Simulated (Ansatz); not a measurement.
Single-point calculation, with input and output: MnS (part 1 of 2)

The run: single-point calculation of MnS (P6₃mc, 8 atoms in the cell). Method and program: DFT PBE+U, scalar-relativistic, plane waves, PAW, Ueff = 5 eV on Mn atom 1 d; Ueff = 5 eV on Mn atom 2 d; Ueff = 5 eV on Mn atom 5 d; Ueff = 5 eV on Mn atom 6 d, spin-polarised (Ansatz 0.2.0).

The structure derives from an entry of the Crystallography Open Database. It belongs to a series of runs on one base structure; here: ferromagnetic start, free, natural orbitals of the symmetric run filled by rank. Figures and captions count atoms from 1; the log counts them from 0 in places.

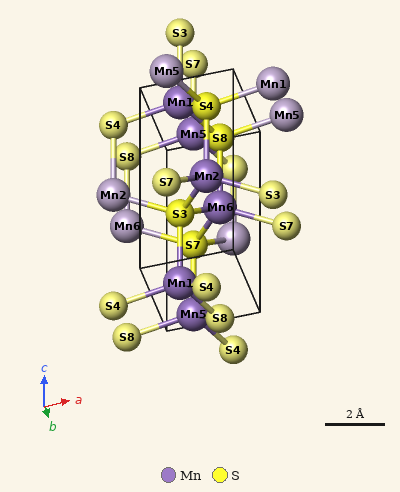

Figure 1. The structure (ball-and-stick view of the cell of the calculation, seen at an oblique angle; neighbours outside the cell are drawn fainter; atoms are numbered from 1 in the order of the input).

**Results in brief**

| quantity | value |
| --- | --- |
| outcome | converged |
| space group (tolerance 0.01 Å) | P6₃mc (186) |
| electrons treated | 84 |
| free energy | −19207.4840 eV |
| Fermi energy | 7.507 eV |
| gap on the k-point mesh | none (metallic) |
| net moment of the cell | 19.86 μB |
| integrated absolute moment | 19.86 μB |
| pressure | 1.17 GPa |
| largest force (length of the vector) | 0.187 eV/Å |
| hardware | 4 threads of Intel Xeon (Granite Rapids), 64 GiB of memory available, shared host |
| wall time | 16 s (CPU time 62 s) |
| peak memory | 0.97 GiB |

**Input**
```yaml
crystal:
  lattice:
    - [3.97600161, 0.0, 0.0]
    - [-3.9760016, 6.8866368, 0.0]
    - [0.0, 0.0, 6.4320005]
  atoms:
    - { symbol: Mn, position: [0.3333333333, 0.3333333334, 0.0], spin: 5.0 }
    - { symbol: Mn, position: [0.6666666667, 0.1666666666, 0.5], spin: 5.0 }
    - { symbol: S, position: [0.3333333333, 0.3333333334, 0.385] }
    - { symbol: S, position: [0.6666666667, 0.1666666666, 0.885] }
    - { symbol: Mn, position: [0.3333333333, 0.8333333333, 0.0], spin: 5.0 }
    - { symbol: Mn, position: [0.6666666667, 0.6666666666, 0.5], spin: 5.0 }
    - { symbol: S, position: [0.3333333333, 0.8333333333, 0.385] }
    - { symbol: S, position: [0.6666666667, 0.6666666666, 0.885] }
basis:
  ecutwfc: 420
  ecutrho_ratio: 4
kpoints:
  mp_grid: { grid: [6, 6, 3] }
hamiltonian:
  xc: pbe
  hubbard:
    sites:
      - { site: 0, l: d, u_eff: 5.0, starting_ns: [{ spin: up, occupation_matrix: s0up }, { spin: down, occupation_matrix: s0down }] }
      - { site: 1, l: d, u_eff: 5.0, starting_ns: [{ spin: up, occupation_matrix: s1up }, { spin: down, occupation_matrix: s1down }] }
      - { site: 4, l: d, u_eff: 5.0, starting_ns: [{ spin: up, occupation_matrix: s4up }, { spin: down, occupation_matrix: s4down }] }
      - { site: 5, l: d, u_eff: 5.0, starting_ns: [{ spin: up, occupation_matrix: s5up }, { spin: down, occupation_matrix: s5down }] }
    double_counting: amf
    occupation_matrices:
      s0up:
        matrix:
          - [0.97, 0.0, 0.0, 0.0, 0.0]
          - [0.0, 0.97, 0.0, 0.0, 0.0]
          - [0.0, 0.0, 0.97, 0.0, 0.0]
          - [0.0, 0.0, 0.0, 0.97, 0.0]
          - [0.0, 0.0, 0.0, 0.0, 0.97]
      s0down:
        matrix:
          - [0.02, 0.0, 0.0, 0.0, 0.0]
          - [0.0, 0.02, 0.0, 0.0, 0.0]
          - [0.0, 0.0, 0.02, 0.0, 0.0]
          - [0.0, 0.0, 0.0, 0.02, 0.0]
          - [0.0, 0.0, 0.0, 0.0, 0.02]
      s1up:
        matrix:
          - [0.97, 0.0, 0.0, 0.0, 0.0]
          - [0.0, 0.97, 0.0, 0.0, 0.0]
          - [0.0, 0.0, 0.97, 0.0, 0.0]
          - [0.0, 0.0, 0.0, 0.97, 0.0]
          - [0.0, 0.0, 0.0, 0.0, 0.97]
      s1down:
        matrix:
          - [0.02, 0.0, 0.0, 0.0, 0.0]
          - [0.0, 0.02, 0.0, 0.0, 0.0]
          - [0.0, 0.0, 0.02, 0.0, 0.0]
          - [0.0, 0.0, 0.0, 0.02, 0.0]
          - [0.0, 0.0, 0.0, 0.0, 0.02]
      s4up:
        matrix:
          - [0.97, 0.0, 0.0, 0.0, 0.0]
          - [0.0, 0.97, 0.0, 0.0, 0.0]
          - [0.0, 0.0, 0.97, 0.0, 0.0]
          - [0.0, 0.0, 0.0, 0.97, 0.0]
          - [0.0, 0.0, 0.0, 0.0, 0.97]
      s4down:
        matrix:
          - [0.02, 0.0, 0.0, 0.0, 0.0]
          - [0.0, 0.02, 0.0, 0.0, 0.0]
          - [0.0, 0.0, 0.02, 0.0, 0.0]
          - [0.0, 0.0, 0.0, 0.02, 0.0]
          - [0.0, 0.0, 0.0, 0.0, 0.02]
      s5up:
        matrix:
          - [0.97, 0.0, 0.0, 0.0, 0.0]
          - [0.0, 0.97, 0.0, 0.0, 0.0]
          - [0.0, 0.0, 0.97, 0.0, 0.0]
          - [0.0, 0.0, 0.0, 0.97, 0.0]
          - [0.0, 0.0, 0.0, 0.0, 0.97]
      s5down:
        matrix:
          - [0.02, 0.0, 0.0, 0.0, 0.0]
          - [0.0, 0.02, 0.0, 0.0, 0.0]
          - [0.0, 0.0, 0.02, 0.0, 0.0]
          - [0.0, 0.0, 0.0, 0.02, 0.0]
          - [0.0, 0.0, 0.0, 0.0, 0.02]
    ns_hold: { iters: 10 }
scf:
  occupations: { method: gaussian, width: 0.05 }
  lower_state_search: "off"
  max_iter: 150
output:
  forces: true
  stress: true
  eigenvalues: true
  populations: true
  hubbard:
    sites:
      - { site: 0, l: d }
      - { site: 1, l: d }
      - { site: 4, l: d }
      - { site: 5, l: d }
  write_density: true
  write_potential: true
  elf: true
  volumetric_format: npy
magnetization:
  spin_polarized: true
```

Run as:
```bash
ansatz run input.yaml --threads 4 --pin off --max-ram 6144MiB --backend cpu --events-out ev --progress --plain --runs-dir out
```

**The program's output**
```
Mn: projections on atomic orbitals take those of the free atom [Ne] 3s2 3p6 3d5 4s2, of charge +0.00 (hamiltonian.pseudopotentials.projection_atoms); the dataset's partial waves leave at most 9.0e-7 of an orbital's norm unspanned inside its sphere
S: projections on atomic orbitals take those of the free atom [Ne] 3s2 3p4, of charge +0.00 (hamiltonian.pseudopotentials.projection_atoms); the dataset's partial waves leave at most 1.6e-7 of an orbital's norm unspanned inside its sphere
Engine: ansatz 0.2.0, x86_64-unknown-linux-gnu
Pseudopotentials: kind: paw
Pseudopotential: Mn, paw, valence charge 15, recommended cutoff 420 eV (normal), Mn.paw.azcp
Pseudopotential: S, paw, valence charge 6, recommended cutoff 420 eV (normal), S.paw.azcp
Functional definition: PBE
  parameter kappa = 0.804
  parameter beta = 0.06672455060314922
  exchange = pbe_x(kappa = kappa, mu = beta*pi^2/3)
  correlation = pbe_c(beta = beta)
Crystal: 8 atoms, lattice volume = 176.116 Å³
Basis set: ecut = 420 eV, 3479 PW (Γ), exchange–correlation on 54×108×90 points (8 copies of the dense FFT grid, shifted against one another)
Bands: 63, of which v1, the nominal top of the filled ones, is band 42 counted from 1 (41 counted from 0)
Symmetry: 8 space group operations
Space group: P63mc (ITA 186), of the structure as read, at distance tolerance 5.6e-5 Å
Magnetic group: BNS 186.203 (UNI 1433), of the structure as read, at distance tolerance 5.6e-5 Å
k-points: 32 of 108 (time reversal used)
Non-local potential: Mn, projectors of the file, l = 0: 3, l = 1: 2, l = 2: 3, l = 3: 1
Non-local potential: S, projectors of the file, l = 0: 2, l = 1: 2, l = 2: 2
PAW form: soft (Blöchl's): semilocal exchange-correlation on the pseudo side does not see the compensation charge
PAW one-centre angular grid: Mn, 590 points (default); XC on 64 Gauss nodes
PAW one-centre angular grid: S, 110 points (default); XC on 64 Gauss nodes
Initial density: superposition of atomic densities (chi_scale 0.1, normalization cell, long waves kept (reshape's long-wave potential 0.00 eV rms))
Starting moments: Σ|m| = 20 μB on 4 of 8 sites
Initial wavefunctions: pseudopotential atomic-orbital guess
Functional: x = pbe(κ = 0.804, μ = 0.2195149727645171), c = pbe(β = 0.06672455060314922)
SCF iter   1: F=—  HF=-19209.262436 eV  |F-HF|=—  |Δ(HF+E_count)|=         —  Δρ=8.52e-2 (↑2.58e-2 ↓8.52e-2)  dr2=2.03e1  dr2_m=1.64e0  M=18.627 μB ∫|m|=18.627 μB  β_m=0.30  ethr=3.10e-3  ⟨swp⟩=6.9  Hψ=15264  notcnv=0  defer=12
preconditioner: auto → Kerker (q_TF=auto, 2.412 Å⁻¹)  [metal: Δε(μ)=0.007 eV  Ē_g=8.404 eV  σ=0.050 eV  W_gap=0.08  n_scr=38 (ndim 8)  ℏωp=20.2 eV  f_vac=0.005  D(μ)=6.43/eV (n_scr^D=46)]
spin=Collinear: Kerker preconditioning applied to the charge; magnetization (m = ρ↑ − ρ↓) channel mixes plain (no charge-response kernel on spin).
SCF iter   2: F=—  HF=-19206.885636 eV  |F-HF|=—  |Δ(HF+E_count)|=    2.38e0  Δρ=2.74e-2 (↑1.52e-2 ↓2.74e-2)  dr2=2.12e0  dr2_m=4.23e-1  M=19.731 μB ∫|m|=19.731 μB  β_m=1.00  ethr=3.10e-3  ⟨swp⟩=2.9  Hψ=8542  notcnv=0  defer=515
SCF iter   3: F=—  HF=-19207.575989 eV  |F-HF|=—  |Δ(HF+E_count)|=   6.90e-1  Δρ=1.07e-2 (↑1.07e-2 ↓7.89e-3)  dr2=7.92e-1  dr2_m=1.63e-2  M=19.923 μB ∫|m|=19.923 μB  β_m=1.00  ethr=2.52e-3  ⟨swp⟩=2.4  Hψ=5867  notcnv=0  defer=501
SCF iter   4: F=—  HF=-19207.379537 eV  |F-HF|=—  |Δ(HF+E_count)|=   1.96e-1  Δρ=5.50e-3 (↑5.50e-3 ↓3.18e-3)  dr2=9.40e-2  dr2_m=5.72e-3  M=19.926 μB ∫|m|=19.927 μB  β_m=1.00  ethr=9.43e-4  ⟨swp⟩=2.5  Hψ=6086  notcnv=0  defer=501
SCF iter   5: F=—  HF=-19207.399460 eV  |F-HF|=—  |Δ(HF+E_count)|=   1.99e-2  Δρ=2.98e-3 (↑2.98e-3 ↓2.33e-3)  dr2=3.70e-2  dr2_m=6.10e-4  M=19.925 μB ∫|m|=19.925 μB  β_m=0.30  ethr=1.12e-4  ⟨swp⟩=2.5  Hψ=5622  notcnv=0  defer=503
Mixer restart at iter 5: flushing history
spin-set hold released at iteration 5 (site moments contracting): the magnetisation degrees of freedom join the quasi-Newton model from the next iteration; the mixer history was flushed
SCF iter   6: F=—  HF=-19207.395858 eV  |F-HF|=—  |Δ(HF+E_count)|=   3.60e-3  Δρ=2.48e-3 (↑2.48e-3 ↓1.73e-3)  dr2=2.45e-2  dr2_m=5.66e-4  M=19.924 μB ∫|m|=19.924 μB  β_m=0.65  ethr=4.41e-5  ⟨swp⟩=1.0  Hψ=3532  notcnv=0  defer=503
SCF iter   7: F=—  HF=-19207.407553 eV  |F-HF|=—  |Δ(HF+E_count)|=   1.17e-2  Δρ=8.53e-4 (↑5.45e-4 ↓8.53e-4)  dr2=4.79e-3  dr2_m=8.19e-5  M=19.915 μB ∫|m|=19.915 μB  β_m=0.80  ethr=2.92e-5  ⟨swp⟩=2.0  Hψ=6418  notcnv=0  defer=503
SCF iter   8: F=—  HF=-19207.410249 eV  |F-HF|=—  |Δ(HF+E_count)|=   2.70e-3  Δρ=5.74e-4 (↑5.74e-4 ↓3.36e-4)  dr2=1.77e-3  dr2_m=7.02e-5  M=19.917 μB ∫|m|=19.917 μB  β_m=0.90  ethr=5.71e-6  ⟨swp⟩=2.0  Hψ=5612  notcnv=0  defer=503
SCF iter   9: F=—  HF=-19207.412420 eV  |F-HF|=—  |Δ(HF+E_count)|=   2.17e-3  Δρ=1.35e-4 (↑1.34e-4 ↓1.35e-4)  dr2=2.39e-4  dr2_m=6.14e-6  M=19.917 μB ∫|m|=19.917 μB  β_m=0.95  ethr=2.11e-6  ⟨swp⟩=2.5  Hψ=6352  notcnv=0  defer=503
SCF iter  10: F=—  HF=-19207.412776 eV  |F-HF|=—  |Δ(HF+E_count)|=   3.55e-4  Δρ=7.90e-5 (↑7.90e-5 ↓7.05e-5)  dr2=3.99e-5  dr2_m=3.68e-7  M=19.918 μB ∫|m|=19.918 μB  β_m=0.98  ethr=2.85e-7  ⟨swp⟩=2.0  Hψ=5174  notcnv=0  defer=503
SCF iter  11: F=—  HF=-19207.412946 eV  |F-HF|=—  |Δ(HF+E_count)|=   1.70e-4  Δρ=2.05e-5 (↑2.05e-5 ↓1.40e-5)  dr2=1.96e-6  dr2_m=3.75e-8  M=19.918 μB ∫|m|=19.918 μB  β_m=0.98  ethr=4.75e-8  ⟨swp⟩=2.0  Hψ=5497  notcnv=0  defer=503
Mixer restart at iter 11: flushing history
SCF iter  12: F=—  HF=-19207.413009 eV  |F-HF|=—  |Δ(HF+E_count)|=         —  Δρ=2.26e-5 (↑2.26e-5 ↓1.54e-5)  dr2=2.29e-6  dr2_m=4.30e-8  M=19.918 μB ∫|m|=19.918 μB  β_m=0.98  ethr=2.33e-9  ⟨swp⟩=1.0  Hψ=3541  notcnv=0  defer=503
SCF iter  13: F=—  HF=-19207.481882 eV  |F-HF|=—  |Δ(HF+E_count)|=   6.89e-2  Δρ=1.29e-3 (↑3.10e-4 ↓1.29e-3)  dr2=2.41e-3  dr2_m=9.57e-4  M=19.884 μB ∫|m|=19.884 μB  β_m=0.97  ethr=2.33e-9  ⟨swp⟩=3.5  Hψ=7865  notcnv=0  defer=503
SCF iter  14: F=—  HF=-19207.484256 eV  |F-HF|=—  |Δ(HF+E_count)|=   2.37e-3  Δρ=9.77e-4 (↑9.77e-4 ↓2.13e-4)  dr2=1.08e-3  dr2_m=3.37e-4  M=19.870 μB ∫|m|=19.870 μB  β_m=0.99  ethr=2.33e-9  ⟨swp⟩=3.9  Hψ=11030  notcnv=0  defer=503
SCF iter  15: F=—  HF=-19207.484314 eV  |F-HF|=—  |Δ(HF+E_count)|=   5.85e-5  Δρ=4.77e-4 (↑4.34e-4 ↓4.77e-4)  dr2=1.19e-3  dr2_m=1.87e-5  M=19.858 μB ∫|m|=19.858 μB  β_m=0.83  ethr=2.33e-9  ⟨swp⟩=3.7  Hψ=10343  notcnv=0  defer=503
SCF iter  16: F=—  HF=-19207.484003 eV  |F-HF|=—  |Δ(HF+E_count)|=   3.11e-4  Δρ=7.05e-5 (↑7.05e-5 ↓4.56e-5)  dr2=1.35e-5  dr2_m=7.07e-7  M=19.857 μB ∫|m|=19.858 μB  β_m=0.92  ethr=2.33e-9  ⟨swp⟩=3.6  Hψ=9831  notcnv=0  defer=503
SCF iter  17: F=—  HF=-19207.484006 eV  |F-HF|=—  |Δ(HF+E_count)|=   3.10e-6  Δρ=1.05e-5 (↑1.05e-5 ↓8.25e-6)  dr2=8.06e-7  dr2_m=1.76e-8  M=19.857 μB ∫|m|=19.857 μB  β_m=0.96  ethr=2.33e-9  ⟨swp⟩=2.0  Hψ=6278  notcnv=0  defer=503
SCF iter  18: F=—  HF=-19207.484007 eV  |F-HF|=—  |Δ(HF+E_count)|=   6.49e-7  Δρ=4.30e-6 (↑3.59e-6 ↓4.30e-6)  dr2=1.74e-7  dr2_m=7.25e-10  M=19.857 μB ∫|m|=19.857 μB  β_m=0.98  ethr=9.59e-10  ⟨swp⟩=2.1  Hψ=4827  notcnv=0  defer=503
SCF iter  19: F=-19207.484007 eV  HF=-19207.484007 eV  |F-HF|=3.54e-9  |Δ(HF+E_count)|=   1.51e-7  Δρ=1.78e-6 (↑9.22e-7 ↓1.78e-6)  dr2=1.39e-8  dr2_m=7.26e-10  M=19.857 μB ∫|m|=19.857 μB  ethr=1.19e-10  ⟨swp⟩=13.2  Hψ=25846  notcnv=0
SCF 1 converged in 19 iterations: F = -19207.484007 eV  dr2 = 1.39e-8
  greatest PAW one-centre occupation: 1.003 electrons in one spin orbital (limit 2), on the Mn atom at site 4 (counted from 0), in its partial waves of l = 1
SCF converged after 19 iterations
Magnetization: 19.8570 μB (51.9285 up, 32.0715 down)
Absolute magnetization: 19.8570 μB (∫|ρ↑−ρ↓|, with the PAW one-centre terms)
Spin contamination: 0.0507 ħ² per cell (⟨S²⟩ above its minimum at these occupations)
Per-site moments (μB) at R_I (Å): [(4.160338060519116, 0.9948569767737808), (4.16033806051912, 0.9948569767737814), (0.13928495251642034, 0.9948569767737807), (0.13928495251642034, 0.9948569767737816), (4.160338060519118, 0.9948569767737816), (4.160338060519115, 0.9948569767737807), (0.13928495251642012, 0.9948569767737814), (0.13928495251641948, 0.9948569767737808)]
Free energy (F): -19207.484007 eV
Harris-Foulkes:  -19207.484007 eV  (|F-HF|=3.54e-9)
Internal energy: -19207.479822 eV  (E = F + TS)
E sigma→0 (E₀):  -19207.481915 eV
Entropy (-TS):   -0.004184 eV (-0.523 meV/atom)
Fermi energy:    7.507222 eV
--- Per-component energies (eV) ---
  E_band       = -1426.491895
  E_kinetic    = 1622.821530
  E_local      = -11220.064882  (includes V_loc(G=0)·N_el)
  E_nonlocal   = 1120.370327
  E_hartree    = 4608.866630
  E_xc         = -832.068205
  E_vxc        = -916.616069  (∫ρ·V_xc dr)
  E_hubbard    = -0.084213  (on-site DFT+U / exact-exchange correction)
  E_vhub       = -0.168436  (the Hubbard potential's part of the band-sum identity)
  E_paw        = -7626.266632  (= ΣΔE_a)
  E_vpaw       = -1250.577025  (= ΣTr[D̂ρ^β])
  E_aug_tail   = -0.000031  (compensation charges beyond the density's cutoff)
  E_ewald      = -6881.054347
  E_smearing   = -0.004184  (= −TS)
  E_closure    = 0.000000  (closes the sum)
  Σ components = -19207.484007   (vs F -19207.484007, Δ=0.00e0)
DFT+U double counting: amf (around mean field; hamiltonian.hubbard.double_counting)
```
